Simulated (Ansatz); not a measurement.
## Two runs on Al$_{2}$Cu

System: Al$_{2}$Cu (I4/mmm, 3 atoms in the cell).
Method of run 1: DFT PBE, scalar-relativistic, plane waves, PAW, no spin polarisation (Ansatz 0.2.0).

The structure derives from a Materials Project entry. Text and figures count atoms from 1; the logs count them from 0 in places.

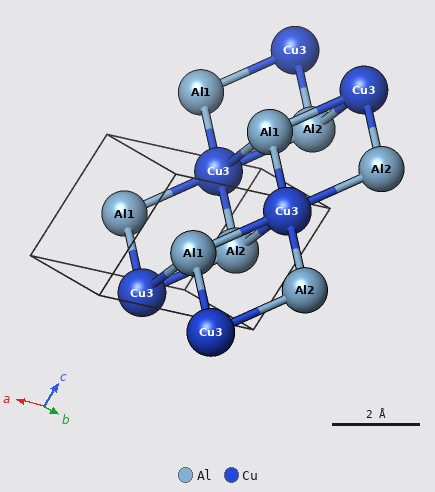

The input geometry (ball-and-stick view of the cell of the calculation, repeated 1 × 2 × 2, seen at an oblique angle; atoms are numbered from 1 in the order of the input). Near neighbours in the crystal (not all of them lie inside the picture): Al has 4 Cu at 2.48 Å; Cu has 8 Al at 2.48 Å.

**Input file, run 1**
```yaml
crystal:
  lattice:
    - [-2.0303375, 2.0303375, 2.851094]
    - [2.0303375, -2.0303375, 2.851094]
    - [2.0303375, 2.0303375, -2.851094]
  atoms:
    - { symbol: Al, position: [0.75, 0.25, 0.5] }
    - { symbol: Al, position: [0.25, 0.75, 0.5] }
    - { symbol: Cu, position: [0.5, 0.5, 0.0] }
basis:
  ecutwfc: 420
kpoints:
  mp_grid: { grid: [6, 6, 6] }
hamiltonian:
  xc: pbe
scf:
  occupations: { method: gaussian, width: 0.1 }
output:
  forces: true
  stress: true
  eigenvalues: true
```

Command:
```bash
ansatz run input.yaml --threads 4 --pin off --max-ram 8192MiB --backend cpu --events-out ev --progress --plain --runs-dir out
```

Hardware: 4 threads of Intel Xeon @ 2.50GHz (Skylake/Cascade Lake), 189 GiB of memory available, shared host.

**Output, shortened to warnings, some set-up lines, iterations and results (run 1)**
```
Basis set: ecut = 420 eV, 925 PW (Γ), exchange–correlation on 60×60×60 points (8 copies of the dense FFT grid, shifted against one another)
Symmetry: 16 space group operations
k-points: 30 of 216
Initial density: superposition of atomic densities (neutral atoms: chi_scale 0, normalization atom), corrected by the library's trained network
[...]
SCF iter   1: F=—  HF=-7700.725746 eV  |F-HF|=—  |Δ(HF+E_count)|=         —  Δρ=1.34e-3  dr2=6.81e-4  ethr=1.77e-3  ⟨swp⟩=5.1  Hψ=2522  notcnv=0
SCF iter   2: F=—  HF=-7700.725936 eV  |F-HF|=—  |Δ(HF+E_count)|=   1.90e-4  Δρ=7.81e-4  dr2=2.75e-4  ethr=2.72e-6  ⟨swp⟩=1.8  Hψ=879  notcnv=0
SCF iter   3: F=—  HF=-7700.726151 eV  |F-HF|=—  |Δ(HF+E_count)|=   2.15e-4  Δρ=2.01e-4  dr2=3.28e-5  ethr=1.10e-6  ⟨swp⟩=2.2  Hψ=733  notcnv=0
SCF iter   4: F=—  HF=-7700.726182 eV  |F-HF|=—  |Δ(HF+E_count)|=   3.10e-5  Δρ=1.99e-4  dr2=1.57e-5  ethr=1.31e-7  ⟨swp⟩=2.0  Hψ=732  notcnv=0
SCF iter   5: F=—  HF=-7700.726184 eV  |F-HF|=—  |Δ(HF+E_count)|=   2.39e-6  Δρ=1.24e-4  dr2=4.66e-6  ethr=6.29e-8  ⟨swp⟩=2.0  Hψ=706  notcnv=0
SCF iter   6: F=—  HF=-7700.726184 eV  |F-HF|=—  |Δ(HF+E_count)|=   1.99e-8  Δρ=6.83e-5  dr2=1.53e-6  ethr=1.86e-8  ⟨swp⟩=1.0  Hψ=500  notcnv=0
SCF iter   7: F=-7700.726184 eV  HF=-7700.726184 eV  |F-HF|=1.03e-7  |Δ(HF+E_count)|=   1.52e-7  Δρ=1.68e-5  dr2=8.98e-8  ethr=4.00e-10  ⟨swp⟩=3.7  Hψ=1909  notcnv=0
SCF 1 converged in 7 iterations: F = -7700.726184 eV  dr2 = 8.98e-8
SCF converged after 7 iterations
Free energy (F): -7700.726184 eV
Harris-Foulkes:  -7700.726184 eV  (|F-HF|=1.03e-7)
Internal energy: -7700.720638 eV  (E = F + TS)
E sigma→0 (E₀):  -7700.723411 eV
Entropy (-TS):   -0.005546 eV (-1.849 meV/atom)
Fermi energy:    9.398470 eV
--- Per-component energies (eV) ---
  E_band       = -490.543751
  E_kinetic    = 346.535842
  E_local      = -5881.763982  (includes V_loc(G=0)·N_el)
  E_nonlocal   = 401.006882
  E_hartree    = 2632.258808
  E_xc         = -170.630628
  E_vxc        = -175.664524  (∫ρ·V_xc dr)
  E_paw        = -2589.965986  (= ΣΔE_a)
  E_vpaw       = -445.203512  (= ΣTr[D̂ρ^β])
  E_aug_tail   = 0.000262  (compensation charges beyond the density's cutoff)
  E_ewald      = -2438.161835
  E_smearing   = -0.005546  (= −TS)
  E_closure    = 0.000000  (closes the sum)
  Σ components = -7700.726184   (vs F -7700.726184, Δ=0.00e0)
--- Forces (eV/Å), atoms counted from 1 ---
  atom   1  Al    -0.00000000     0.00000000     0.00000000
  atom   2  Al     0.00000000    -0.00000000     0.00000000
  atom   3  Cu    -0.00000000    -0.00000000     0.00000000
  max |Σ_I F_I| component: 6.94e-18 eV/Å
--- Stress (GPa, compression-positive) ---
        2.768563      -0.000000       0.000000
       -0.000000       2.768563       0.000000
        0.000000       0.000000       2.829569
  P = ⅓ Tr σ = 2.7889 GPa (27.889 kbar)
```

For run 2 the input was changed thus:
```diff
-    - [-2.0303375, 2.0303375, 2.851094]
-    - [2.0303375, -2.0303375, 2.851094]
-    - [2.0303375, 2.0303375, -2.851094]
+    - [-2.0446280252, 2.0446280252, 2.8912313269]
+    - [2.0446280252, -2.0446280252, 2.8912313269]
+    - [2.0446280252, 2.0446280252, -2.8912313269]
-  mp_grid: { grid: [6, 6, 6] }
+  mp_grid: { grid: [14, 14, 14] }
```

How does run 2 compare with run 1?

With the same functional and potentials, run 2 lies 3.8 meV per atom lower (other lines of the input change too). The pressure goes from 2.79 to 0.01 GPa. The volume per atom goes from 15.67 to 16.12 Å³. The SCF takes 6 iterations against 7. The irreducible k-points go from 30 to 244. The plane waves at Γ go from 925 to 941. On the same kind of shared host run 2 took about 2.1 times as long.

**Output, shortened to warnings, some set-up lines, iterations and results (run 2)**
```
Basis set: ecut = 420 eV, 941 PW (Γ), exchange–correlation on 60×60×60 points (8 copies of the dense FFT grid, shifted against one another)
Symmetry: 16 space group operations
k-points: 244 of 2744
Initial density: superposition of atomic densities (neutral atoms: chi_scale 0, normalization atom), corrected by the library's trained network
[...]
SCF iter   1: F=—  HF=-7700.737084 eV  |F-HF|=—  |Δ(HF+E_count)|=         —  Δρ=1.34e-3  dr2=7.25e-4  ethr=1.77e-3  ⟨swp⟩=5.2  Hψ=20803  notcnv=0
SCF iter   2: F=—  HF=-7700.737373 eV  |F-HF|=—  |Δ(HF+E_count)|=   2.90e-4  Δρ=8.41e-4  dr2=4.02e-4  ethr=2.90e-6  ⟨swp⟩=2.3  Hψ=7878  notcnv=0
SCF iter   3: F=—  HF=-7700.737609 eV  |F-HF|=—  |Δ(HF+E_count)|=   2.36e-4  Δρ=5.97e-4  dr2=1.64e-4  ethr=1.61e-6  ⟨swp⟩=2.5  Hψ=6014  notcnv=0
SCF iter   4: F=—  HF=-7700.737689 eV  |F-HF|=—  |Δ(HF+E_count)|=   7.95e-5  Δρ=1.44e-4  dr2=1.31e-5  ethr=6.57e-7  ⟨swp⟩=2.1  Hψ=6021  notcnv=0
SCF iter   5: F=—  HF=-7700.737700 eV  |F-HF|=—  |Δ(HF+E_count)|=   1.14e-5  Δρ=6.20e-5  dr2=1.41e-6  ethr=5.25e-8  ⟨swp⟩=2.0  Hψ=6139  notcnv=0
SCF iter   6: F=-7700.737700 eV  HF=-7700.737700 eV  |F-HF|=9.60e-8  |Δ(HF+E_count)|=   2.84e-7  Δρ=1.46e-5  dr2=8.80e-8  ethr=4.00e-10  ⟨swp⟩=3.5  Hψ=15925  notcnv=0
SCF 1 converged in 6 iterations: F = -7700.737700 eV  dr2 = 8.80e-8
SCF converged after 6 iterations
Free energy (F): -7700.737700 eV
Harris-Foulkes:  -7700.737700 eV  (|F-HF|=9.60e-8)
Internal energy: -7700.732428 eV  (E = F + TS)
E sigma→0 (E₀):  -7700.735064 eV
Entropy (-TS):   -0.005272 eV (-1.757 meV/atom)
Fermi energy:    9.108296 eV
--- Per-component energies (eV) ---
  E_band       = -496.849820
  E_kinetic    = 345.318588
  E_local      = -5920.472603  (includes V_loc(G=0)·N_el)
  E_nonlocal   = 401.402296
  E_hartree    = 2648.875549
  E_xc         = -169.989423
  E_vxc        = -174.815321  (∫ρ·V_xc dr)
  E_paw        = -2590.370474  (= ΣΔE_a)
  E_vpaw       = -446.060386  (= ΣTr[D̂ρ^β])
  E_aug_tail   = 0.000241  (compensation charges beyond the density's cutoff)
  E_ewald      = -2415.496601
  E_smearing   = -0.005272  (= −TS)
  E_closure    = 0.000000  (closes the sum)
  Σ components = -7700.737700   (vs F -7700.737700, Δ=0.00e0)
--- Forces (eV/Å), atoms counted from 1 ---
  atom   1  Al    -0.00000000    -0.00000000     0.00000000
  atom   2  Al    -0.00000000     0.00000000     0.00000000
  atom   3  Cu     0.00000000     0.00000000     0.00000000
  max |Σ_I F_I| component: 1.04e-17 eV/Å
--- Stress (GPa, compression-positive) ---
        0.010560       0.000000       0.000000
        0.000000       0.010560       0.000000
        0.000000       0.000000       0.019409
  P = ⅓ Tr σ = 0.0135 GPa (0.135 kbar)
```

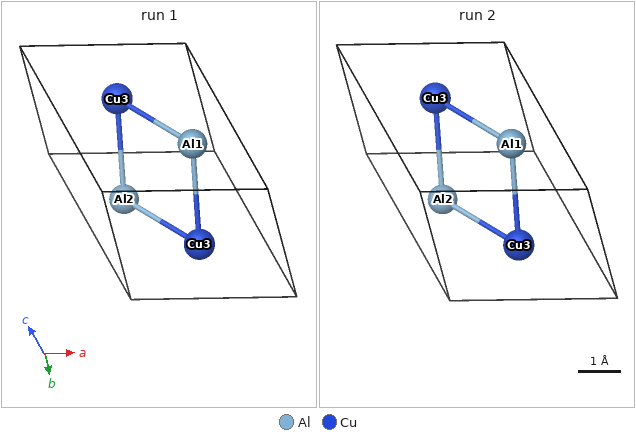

The two input geometries at one scale (ball-and-stick view of the cell of the calculation, seen at an oblique angle). No atom moves by more than 0.005 Å relative to the cell. Cell: a = b = c 4.046 → 4.089 Å (+1.1 %), α 119.8° → 120.0°, β 119.8° → 120.0°, γ 90.4° → 90.0°. Volume +2.8 %. Among the contacts that change: Al1–Cu3 2.481 → 2.504 Å.

**The two runs side by side**

| quantity | run 1 | run 2 |
| --- | --- | --- |
| outcome | converged | converged |
| free energy per atom (eV) | −2566.9087 | −2566.9126 |
| energy per atom, smearing taken to zero (eV) | −2566.9078 | −2566.9117 |
| gap on the mesh (eV) | 0.00 | 0.00 |
| pressure (GPa) | 2.79 | 0.01 |
| volume per atom (Å³) | 15.67 | 16.12 |
| largest force (eV/Å) | 0.000 | 0.000 |
| SCF iterations | 7 | 6 |
| irreducible k-points | 30 | 244 |
| plane waves at Γ | 925 | 941 |
| wall time (shared host) | 4 s | 8.6 s |
